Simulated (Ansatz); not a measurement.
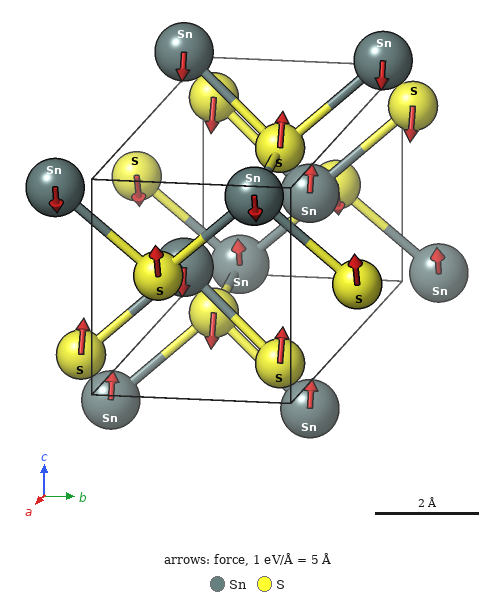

Starting geometry of crystalline SnS (set up in Pnma) with the computed forces as red arrows. The picture is a ball-and-stick view of the cell of the calculation, reduced to other axes, seen slightly off an axis. Lengths and directions refer to the drawn axes.

The start is a measured structure.

Computed with DFT, PAW plane waves, r2SCAN in Ansatz 0.2.0.

The input:
```yaml
crystal:
  lattice:
    - [3.95917239, 0.0, 0.0]
    - [0.0, 4.30734081, 0.0]
    - [0.0, 0.0, 11.12149429]
  atoms:
    - { symbol: Sn, position: [0.25, 0.115, 0.118] }
    - { symbol: Sn, position: [0.25, 0.385, 0.618] }
    - { symbol: Sn, position: [0.75, 0.885, 0.882] }
    - { symbol: Sn, position: [0.75, 0.615, 0.382] }
    - { symbol: S, position: [0.75, 0.522, 0.15] }
    - { symbol: S, position: [0.75, 0.978, 0.65] }
    - { symbol: S, position: [0.25, 0.478, 0.85] }
    - { symbol: S, position: [0.25, 0.022, 0.35] }
  symmetry: { tolerance: 0.0003 }
kpoints:
  mp_grid: { grid: [7, 6, 3], shift: [0, 0, 0] }
magnetization:
  spin_polarized: false
scf:
  occupations: { method: gaussian, width: 0.2956 }
  lower_state_search: "off"
hamiltonian:
  pseudopotentials: { kind: paw }
  xc: r2scan
basis:
  ecutwfc: 500
  fft_grid_basis: typed
relax:
  max_steps: 80
  cell: { p_target: 0.0 }
  f_tol: 0.03
output:
  forces: true
  stress: true
  eigenvalues: true
  bader: true
  populations: true
  elf: true
  write_potential: true
  volumetric_format: npy
  dos:
    e_range: [-12, 8]
    de: 0.05
    projected: { site_lists: { S: [S], Sn: [Sn] } }
checkpoint:
  read: saved_state
```

Run as
```bash
ansatz run input.yaml --threads 2 --pin off --max-ram 3584MiB --backend cpu --events-out ev --progress --plain --runs-dir out
```

Q: Is this structure relaxed? If not, where do the atoms go?

A: It isn't relaxed: the largest force vector, on S atoms, is 0.15 eV/Å. The final displacements follow the starting forces only in part (cosine between the two patterns 0.78). The largest moves relative to the cell, 0.097 Å, are those of Sn1, Sn2, Sn3 and Sn4. Sn3 goes in a general direction near −c. By element the largest moves are Sn 0.097 Å, S 0.048 Å. The volume changes by +7.7 %, with a 11.121 → 11.351 Å (+2.1 %), b 3.959 → 3.956 Å (−0.1 %), c 4.307 → 4.549 Å (+5.6 %). Near-neighbour distances that change, for instance: Sn1–S5 2.668 → 2.643 Å, Sn1–S8 2.611 → 2.636 Å. Bond angles that change, for instance: S5–Sn4–S8 88.2° → 90.4°, Sn1–S8–Sn4 103.5° → 105.5°. The space group stays Pnma (No. 62). The energy falls by 13.4 meV per atom in 6 accepted moves (7 points after the start). Largest force component: 0.14 eV/Å at the start, 0.0093 eV/Å at the end. Pressure: 1.90 GPa at the start and −0.01 GPa at the end. The SCF was repeated once at an unchanged geometry on a basis and grid sized afresh for the cell, which shifted the energy by 0.2 meV per atom at most.
